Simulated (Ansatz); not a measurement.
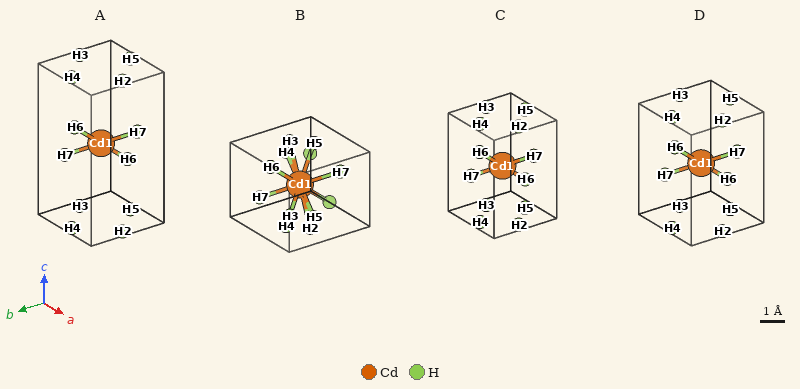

4 geometries from one relaxation of solid CdH6 (a generated structure, set up in P4/mmm) (coarse preliminary run), in shuffled order. Style: ball-and-stick. Shown: the cell of the calculation, from a free direction.

These are results of DFT PBE, scalar-relativistic, plane waves, PAW (Ansatz), not measurements. Settings: plane-wave cutoff 420 eV; k-point mesh 4 × 4 × 6; occupations gaussian; smearing width 0.1 eV; no spin polarisation; cell and atoms relaxed; force threshold 0.04 eV/Å; at most 70 steps.

**Put them in the order of the run, from the start to the converged end.**

B, C, D, A. They are steps 0, 7, 19, 33, at +1157 meV per atom, +406 meV per atom, +37.0 meV per atom relative to the last. The largest moves relative to the cell, 0.89 Å, are those of H2, H3, H4 and H5. H3 goes along −a. Cd stays in place. The drawn cell changes as follows: a = b 4.274 → 3.849 Å (−9.9 %), c 3.537 → 7.169 Å (+102.7 %); the volume changes by +64.4 %. Near-neighbour distances that change, for instance: H2–H3 2.798 → 0.748 Å, Cd1–H2 1.916 → 3.906 Å, Cd1–H6 2.137 → 1.924 Å. New bonds form: H2–H3 (2.80 → 0.75 Å), H4–H5 (2.80 → 0.75 Å). Bonds break: Cd1–H2 (1.92 → 3.91 Å), Cd1–H3 (1.92 → 3.91 Å), Cd1–H4 (1.92 → 3.91 Å), Cd1–H5 (1.92 → 3.91 Å). The space group stays P4/mmm (No. 123). After 28 accepted moves (33 points after the start) the energy has fallen by 1157 meV per atom. Largest force component: 3.3 eV/Å at the start, 0.0044 eV/Å at the end. Pressure: 14.68 GPa at the start and 0.03 GPa at the end. The line search rejected the trial step at point 9 of the run. The SCF was repeated 4 times at an unchanged geometry on a basis and grid sized afresh for the cell, which shifted the energy by 36.6 meV per atom at most.
